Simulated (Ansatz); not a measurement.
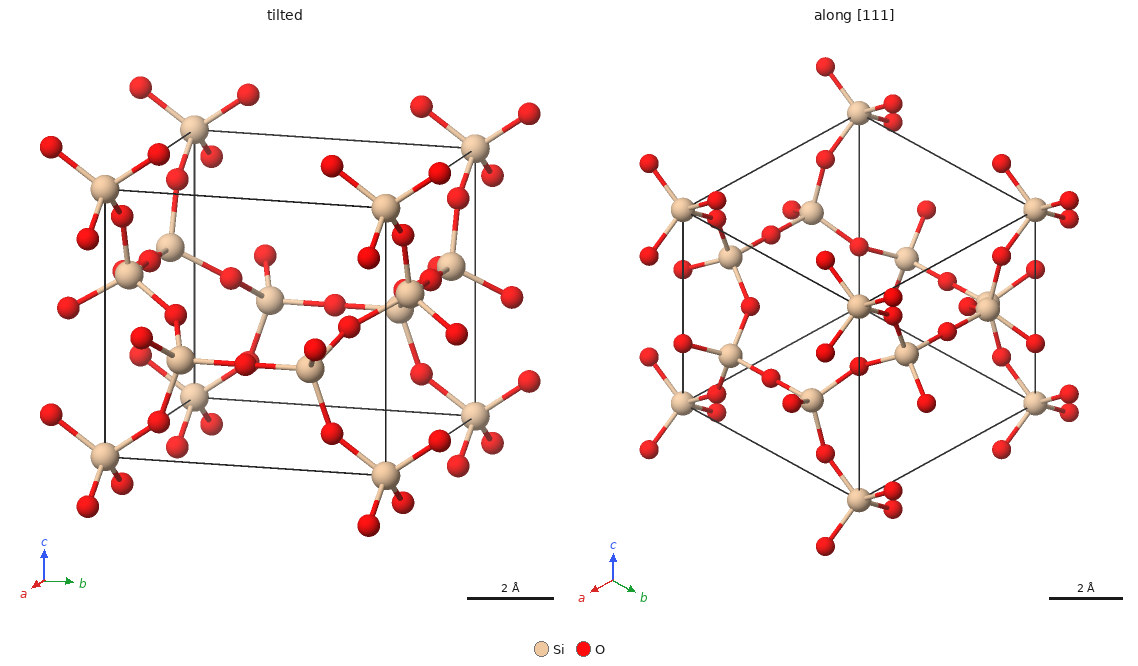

View slightly off an axis and along [111], drawn as a ball-and-stick model. Atoms at the boundary of the conventional unit cell (the box) are drawn once for each face, edge or corner they touch. Some atoms of the next cells are drawn as well. Cell: a = 6.911 Å, b = 6.911 Å, c = 6.419 Å, α = 90.00°, β = 90.00°, γ = 90.00°.

The structure is one of SiO2. Space group: P-4m2 (No. 115). Lattice: primitive tetragonal. The cell comprises 5 formula units: 5 Si, 10 O. Si is linked to four O in a tetrahedral arrangement at about 1.6 Å. O bonds to two Si at about 1.6 Å. The bonds build a three-dimensional framework.

It goes back to a structure listed in the Materials Project. Earlier steps of the study may have refined or changed the cell and positions. It went into a calculation with Ansatz.
